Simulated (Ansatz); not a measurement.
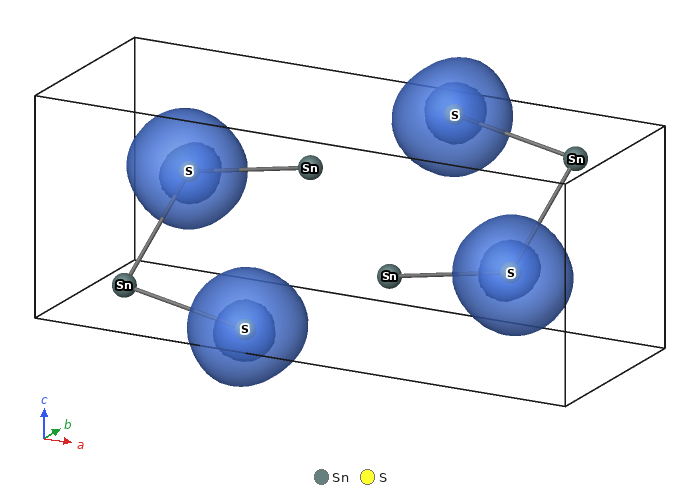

SnS. Isosurface of the ELF at 0.75 (blue), seen at an oblique angle. Only the valence region is drawn (cores and ρ < 0.01 e/Å³ removed). Sticks mark near contacts.

Space group Pnma; a structure from a database of computed crystals, not necessarily the ambient phase.

The calculation used Ansatz 0.2.0, DFT PBE, scalar-relativistic, plane waves, PAW.

Core electrons are frozen (PAW), and the valence fields are smoothed inside the atomic spheres.

```
Sn S
1.0
    11.44744    0.00000    0.00000
     0.00000    4.02226    0.00000
     0.00000    0.00000    4.45657
Sn S
4 4
Direct
  0.62153 0.25000 0.36950
  0.37847 0.75000 0.63050
  0.87847 0.75000 0.86950
  0.12153 0.25000 0.13050
  0.34985 0.25000 0.02261
  0.65015 0.75000 0.97739
  0.15015 0.75000 0.52261
  0.84985 0.25000 0.47739
```

Identify the bonds, lone pairs and shells in this picture.

The ELF exceeds this value in four regions wrapped around S (the valence shell of each), counted in one cell of 8 atoms. Regions shared between cells count once. Along the contacts the grid gives the following. Sn–S (2.66 Å): the ELF peaks at about 0.85 in the valence shell of S, 0.9 Å from its nucleus, and is about 0.50 at the midpoint.

Does the calculation give a band gap?

It is gapped, with a Kohn–Sham gap of 1.0 eV on the k-point mesh (the band edges may lie off the mesh, which would make the gap smaller).
